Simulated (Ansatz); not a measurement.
**Ni: density, localisation and related maps**

The calculation's input:

```
crystal:
  lattice:
    - [2.4480228978, 0.048960458, 0.0]
    - [-1.1816104485, 2.0955697896, 0.0]
    - [0.0, 0.0, 4.07280757]
  atoms:
    - { symbol: Ni, position: [0.6666666667, 0.3333333333, 0.75], spin: 1.0 }
    - { symbol: Ni, position: [0.3333333333, 0.6666666667, 0.25], spin: 1.0 }
hamiltonian:
  xc: pbesol
  pseudopotentials: { kind: paw }
magnetization:
  spin_polarized: true
kpoints:
  mp_grid: { grid: [10, 10, 6] }
  band_path:
    path:
      - [[0.0, 0.0, 0.0], [0.5, 0.0, 0.0], [0.6661329064, -0.3446273242, 0.0], [0.5, -0.5, 0.0], [0.5, -0.5, 0.5], [0.3338670936, -0.6553726758, 0.5], [0.0, -0.5, 0.5], [0.0, -0.5, 0.0], [0.3338670936, -0.6553726758, 0.0]]
      - [[0.6661329064, -0.3446273242, 0.5], [0.5, 0.0, 0.5], [0.0, 0.0, 0.5]]
      - [[0.5, 0.0, 0.0], [0.5, 0.0, 0.5]]
    npoints: 14
scf:
  occupations: { method: fermi_dirac, width: 0.05 }
  n_extra_bands: 6
output:
  forces: true
  stress: true
  eigenvalues: true
  fatbands: false
  write_density: true
  write_potential: true
  elf: true
  volumetric_format: npy
```

Command:

```sh
ansatz run input.yaml --threads 2 --pin off --max-ram 5632MiB --backend cpu --events-out ev --progress --plain --runs-dir out
```

Below, planes, directions and counts refer to the conventional cell (a = 2.41 Å, b = 4.07 Å, c = 2.45 Å, α = 90.00°, β = 118.27°, γ = 90.00°).

Space group P2₁/m; a structure from a database of computed crystals, not necessarily the ambient phase; computed pressure about −3 GPa in this cell; spin-polarised.

Method: Ansatz, Kohn-Sham DFT of a periodic cell, PBEsol, Ansatz PAW.

Core electrons are frozen (PAW), and the valence fields are smoothed inside the atomic spheres.

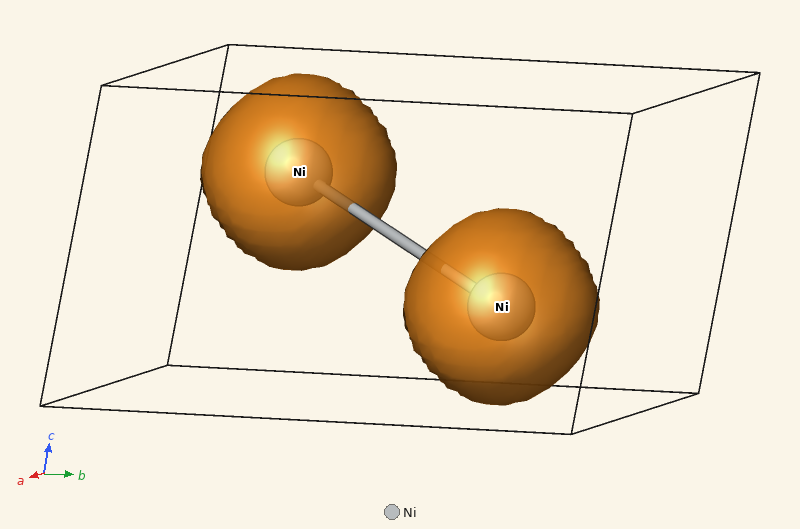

Figure 1. Isosurfaces of the spin density at +0.1 (orange) and −0.1 e/Å³ (purple), seen slightly off an axis. Sticks mark near contacts.

> Where is the spin, and how is it ordered?

The spin density sits on Ni: +0.7 μB (×2) in one cell of 2 atoms: parallel moments (a ferromagnetic arrangement) in this solution. The cell of the calculation (2 atoms) carries 1.3 μB of net spin moment. Only one sign reaches the isovalue.

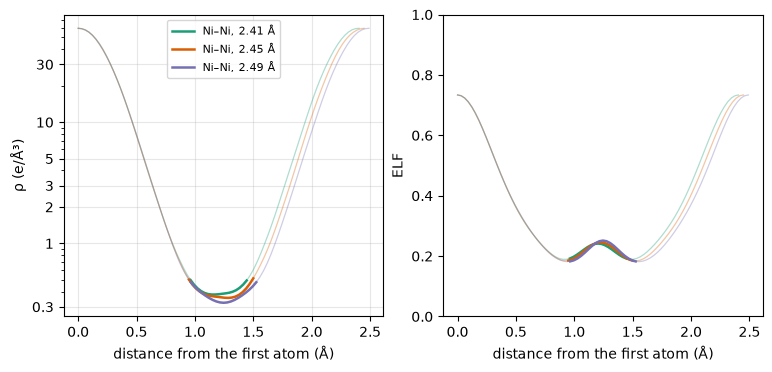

Figure 2. Valence pseudo-density and electron localisation function along straight lines between neighbouring atoms. Thin, pale parts lie inside the atomic spheres.

> Compare the contacts.

Ni–Ni (2.41 Å): ρ at the midpoint is about 0.38 e/Å³; the ELF is about 0.25 at the midpoint (no shared electron pair shows on this line).
Ni–Ni (2.45 Å): the density is about 0.36 e/Å³ at the midpoint; the ELF is about 0.25 at the midpoint: no shared electron pair shows on this line.
Ni–Ni (2.49 Å): ρ at the midpoint is about 0.32 e/Å³; the ELF is about 0.25 at the midpoint; no localised pair shows between them.

> Does the calculation make it a metal, or give it a gap?

It is gapless in this calculation (a metal or semimetal).
